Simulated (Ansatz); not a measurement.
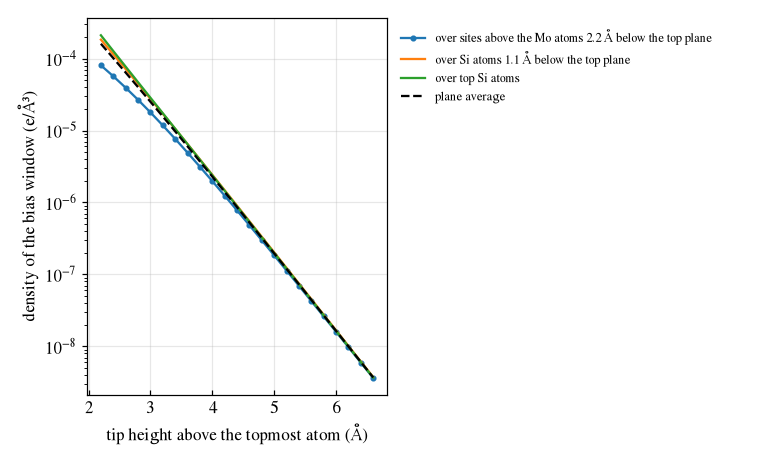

Approach curves over Si2Mo(101) (I4/mmm bulk, 11 atomic planes (those closer than 0.6 Å count as one), 10 Å, Si-terminated, slab composition Si8Mo3) at a sample bias of +0.50 V.

The STM signal is simulated in the Tersoff–Hamann approximation. Bias windows are sharp sums over the levels of the k mesh.

Method: DFT PBE, scalar-relativistic, plane waves, PAW in Ansatz. Cutoff 420 eV, 20 × 14 k-points, Gaussian smearing 0.1 eV, dipole correction. The slab is a cut without reconstruction beyond its cell, at the source's lattice constants, with its lower half held fixed and the rest relaxed. No spin polarisation. The run warns that the functional's potential is rough in the thin density of the vacuum, where the tip is; weak contrasts and barriers may feel it.

Estimate the decay constant and the apparent barrier, and compare with the vacuum level, which the run puts 5.64 eV above zero bias.

Answer. Near 4 Å the plane average falls as exp(−2.43 z/Å), a factor of 11 per ångström, which gives an apparent barrier of 5.6 eV (0.952 eV Å² times the slope squared). The upper edge of the window lies 5.14 eV under the vacuum level. The apparent barrier is above 5.14 eV. At 4 Å the 0.25 eV of states nearest the upper edge carry 40 % of the density.
